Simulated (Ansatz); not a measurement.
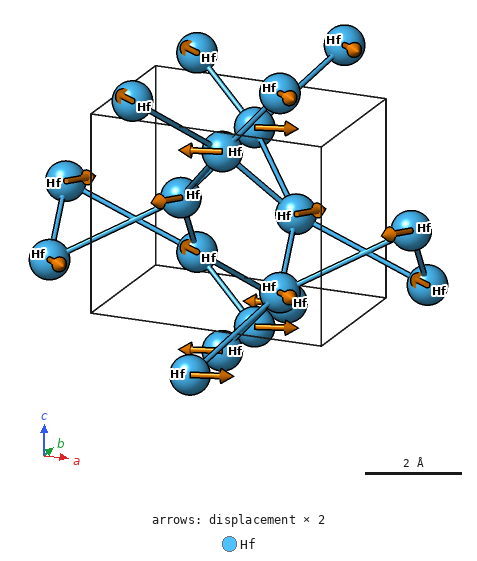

This is a relaxation of crystalline Hf (built on the random type) (coarse preliminary run). The starting structure is drawn; orange arrows show the displacements (the part carried along by the change of the cell is left out), 2 times their true length.

The picture is a ball-and-stick view of the cell of the calculation, seen slightly off an axis.

Case: random cell with space group P6_422 (No. 181).

Computed with DFT PBE, scalar-relativistic, plane waves, PAW in Ansatz 0.2.0. Set-up: plane-wave cutoff 420 eV; k-point mesh 3 × 3 × 4; occupations gaussian; smearing width 0.1 eV; no spin polarisation; cell and atoms relaxed; force threshold 0.04 eV/Å; at most 70 steps.

**Describe the change and its energy.**

The energy falls by 2490 meV per atom in 9 accepted moves (11 points after the start). The largest force component goes from 11 to 0.00021 eV/Å. Pressure: 28.70 GPa at the start and 0.01 GPa at the end. The SCF was repeated twice at an unchanged geometry on a basis and grid sized afresh for the cell, which shifted the energy by 2.4 meV per atom at most. The largest moves relative to the cell, 0.48 Å, are those of Hf atoms. The drawn cell changes as follows: a = b 6.519 → 7.379 Å (+13.2 %), c 4.241 → 3.159 Å (−25.5 %); the volume changes by −4.5 %. Among the contacts that change: Hf–Hf 4.241 → 3.159 Å, Hf–Hf 2.157 → 2.880 Å, Hf–Hf 3.995 → 3.435 Å, Hf–Hf 3.259 → 3.814 Å. Bond angles that change, for instance: Hf–Hf–Hf 98.3° → 72.6°, Hf–Hf–Hf 72.9° → 82.4°, Hf–Hf–Hf 126.9° → 124.4°. The space group stays P6_422 (No. 181). The run took about 3 core-minutes on a shared host.

Limits of the set-up: the k-point mesh is coarse for a cell with partly filled bands.
